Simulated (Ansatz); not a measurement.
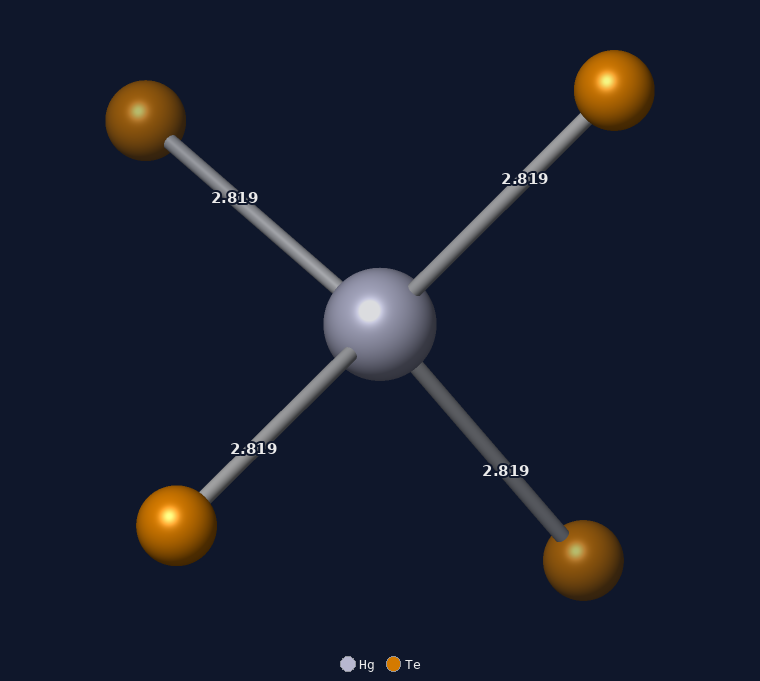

The surroundings of site Hg1 (at 0.000, 0.000, 0.000) in HgTe (F-43m), with bond lengths in Å.

Origin of the cell: coordinates from a relaxation with DFT PBEsol, scalar-relativistic, plane waves, PAW in Ansatz 0.2.0.

```yaml
crystal:
  lattice:
    - [6.51096, 0.00000, 0.00000]
    - [0.00000, 6.51096, 0.00000]
    - [0.00000, 0.00000, 6.51096]
  atoms:
    - { symbol: Hg, position: [0.00000, 0.00000, 0.00000] }
    - { symbol: Te, position: [0.25000, 0.25000, 0.75000] }
    - { symbol: Hg, position: [0.00000, 0.50000, 0.50000] }
    - { symbol: Te, position: [0.25000, 0.75000, 0.25000] }
    - { symbol: Hg, position: [0.50000, 0.00000, 0.50000] }
    - { symbol: Te, position: [0.75000, 0.25000, 0.25000] }
    - { symbol: Hg, position: [0.50000, 0.50000, 0.00000] }
    - { symbol: Te, position: [0.75000, 0.75000, 0.75000] }
```

Bond valence s = exp((R0 − d)/b), R0 fitted to published crystal structures with b = 0.37 Å; R0 in Å: Hg2+–Te 2.573.

Question: Calculate the bond-valence sum of Hg1 from the bonds drawn.

Answer: 4 × 0.514 = 2.06 v.u., against a formal valence of 2: a close match.

Question: And over the whole structure?

Answer:
```
site              x, y, z  formal valence  bond-valence sum  difference
 Hg1  0.000, 0.000, 0.000              +2              2.06        0.06
 Te1  0.250, 0.250, 0.750              −2              2.06        0.06
```

These sums include all anions within 5 Å. The global instability index (root mean square of the differences over all atoms) is 0.06 v.u.: little strain.
